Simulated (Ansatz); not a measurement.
Read the following structure.

```cif
data_structure
_symmetry_space_group_name_H-M 'P -1'
_symmetry_Int_Tables_number 2
_cell_length_a 3.5320
_cell_length_b 3.6119
_cell_length_c 3.7741
_cell_angle_alpha 110.973
_cell_angle_beta 108.458
_cell_angle_gamma 106.645
_cell_volume 38.05
loop_
_atom_site_label
_atom_site_type_symbol
_atom_site_symmetry_multiplicity
_atom_site_Wyckoff_symbol
_atom_site_fract_x
_atom_site_fract_y
_atom_site_fract_z
_atom_site_occupancy
Ca1 Ca 1 a 0.00000 0.00000 0.00000 1
```

Question: What does this file describe?

Answer: The element is calcium. Strictly the space group is P-1 (No. 2, within 0.01 Å). It is a distorted form of a body-centred cubic structure, space group Im-3m (No. 229) within 0.45 Å: body-centred cubic (W type). The cell holds two atoms. About every Ca there are eight Ca in a distorted cubic arrangement at 3.53 to 3.78 Å. The bonds build a three-dimensional framework.

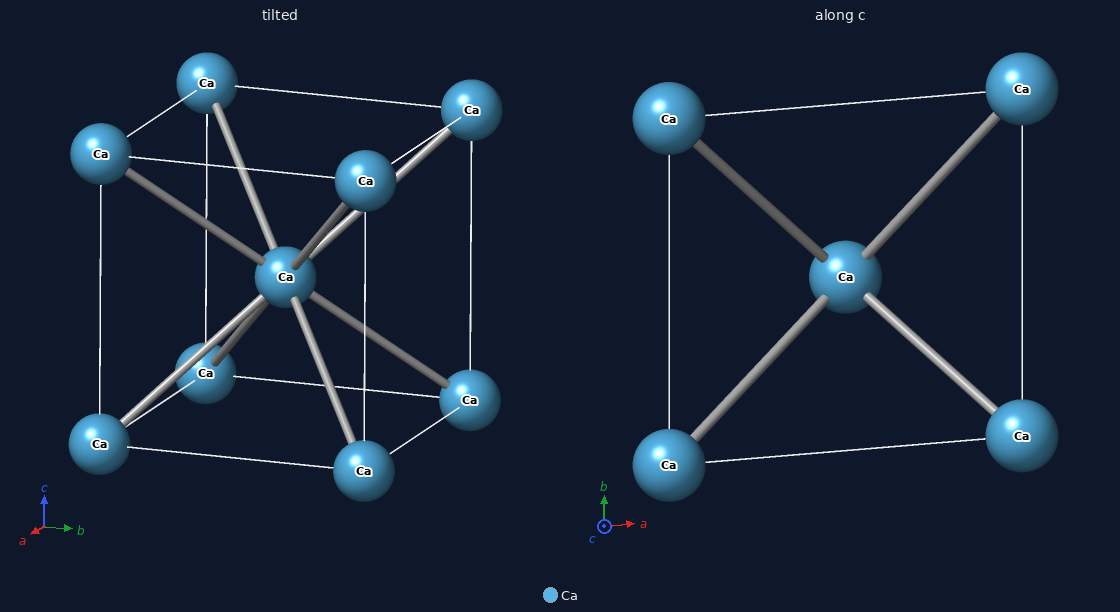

This ball-and-stick model is shown slightly off an axis and along the c axis. The edges of the drawn cell (a repeat of the simulation cell) are marked.

It goes back to a structure listed in the Materials Project. The cell was then strained or its atoms displaced on purpose. It went into a calculation with Ansatz.
